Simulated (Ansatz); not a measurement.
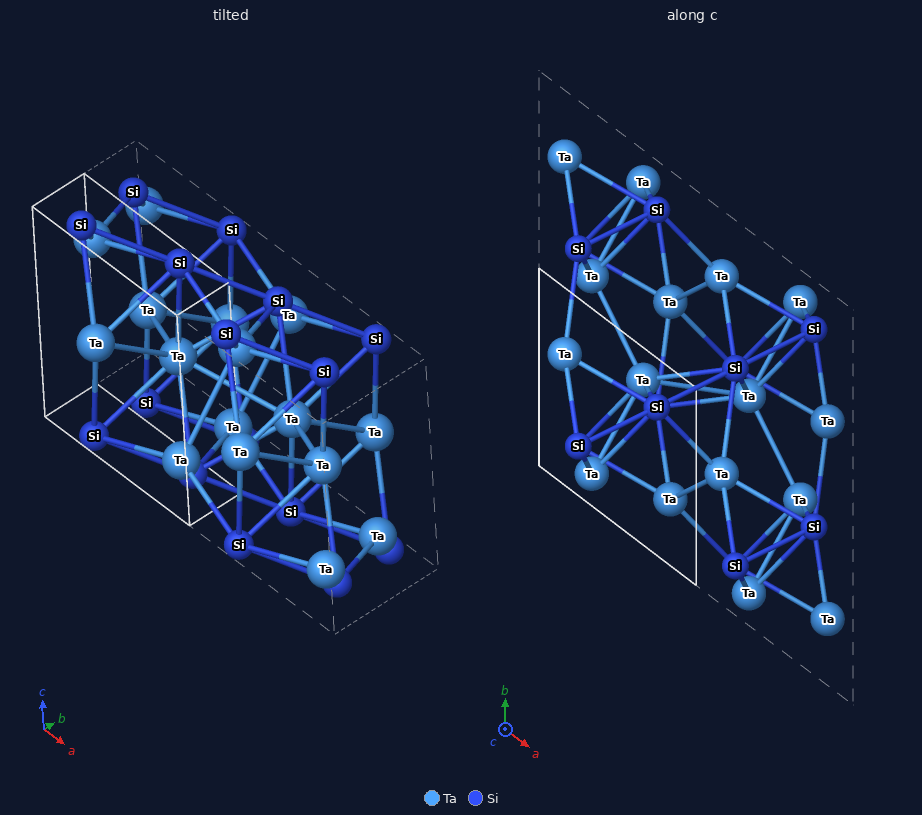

The figure gives a ball-and-stick picture of the atoms, viewed slightly off an axis and along the c axis. The solid frame is a single simulation cell within a 2×2×1 block.

Here is the input:
```yaml
crystal:
  lattice:
    - [-3.1303753497, 3.1303753497, 2.5247022099]
    - [3.1303753497, -3.1303753497, 2.5247022099]
    - [3.1303753497, 3.1303753497, -2.5247022099]
  atoms:
    - { symbol: Ta, position: [0.6635845215, 0.8364154785, 0.5] }
    - { symbol: Ta, position: [0.8364154785, 0.3364154785, 0.1728309569] }
    - { symbol: Ta, position: [0.3364154785, 0.1635845215, 0.5] }
    - { symbol: Ta, position: [0.1635845215, 0.6635845215, 0.8271690431] }
    - { symbol: Si, position: [0.25, 0.25, 0.0] }
    - { symbol: Si, position: [0.75, 0.75, 0.0] }
basis:
  ecutwfc: 500
kpoints:
  mp_grid: { grid: [12, 12, 12] }
hamiltonian:
  xc: r2scan
scf:
  occupations: { method: gaussian, width: 0.15 }
output:
  forces: true
  stress: true
  eigenvalues: true
  write_density: true
  write_potential: true
  elf: true
  volumetric_format: npy
```
Run as:
```sh
ansatz run input.yaml --threads 1 --pin off --max-ram 2560MiB --backend cpu --events-out ev --progress --plain --runs-dir out
```

Computational set-up: Ansatz 0.2.0, DFT r2SCAN, scalar-relativistic, plane waves, PAW, a 500 eV plane-wave basis, a 12×12×12 k-point grid, Gaussian smearing of 0.15 eV, no spin polarisation.

What does the calculation say: metal or gapped?

A metal: bands cross the Fermi level.

Would the cell expand or shrink if it could?

The computed pressure is -6.5 GPa (stretched: it would shrink). The stress isn't hydrostatic: its largest component is 7.5 GPa.

The structure was taken from a structure listed in the Materials Project. The cell was then strained or its atoms displaced on purpose. A calculation with Ansatz used it as input.

At this level of theory the cell isn't at rest (stretched, at -6 GPa), so its distances can differ from those at equilibrium, the more so the softer the solid.
